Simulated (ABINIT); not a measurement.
**Phonons q calculation, with input and output: Mg (part 3 of 3)**

The same run, continued: Mg (P6₃/mmc, 4 atoms in the cell); Kohn-Sham DFT of a periodic cell, LDA, HGH LDA, no spin polarisation (ABINIT 10.8.3); cutoff 408.17 eV, 12×12×4 k-mesh, fermi-dirac of 0.136 eV. The structure derives from a Materials Project entry.

Geometry of the input (Å; fractional positions):
```
3.1089  0.0000  0.0000
-1.5545  2.6924  0.0000
0.0000  0.0000  10.2338
Mg 0.6667  0.3333  0.7500
Mg 0.0000  0.0000  0.5000
Mg 0.3333  0.6667  0.2500
Mg 0.0000  0.0000  0.0000
```

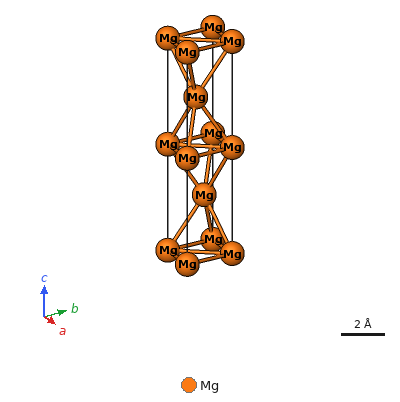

The input geometry (ball-and-stick view of the cell of the calculation, seen slightly off an axis). An atom can appear more than once, as a periodic image.

Further notes kept with the run: chneut/=0 not allowed with q/=0 => chneut reset to 0 locally; asr/=0 not allowed with q/=0 => asr reset to 0 locally.
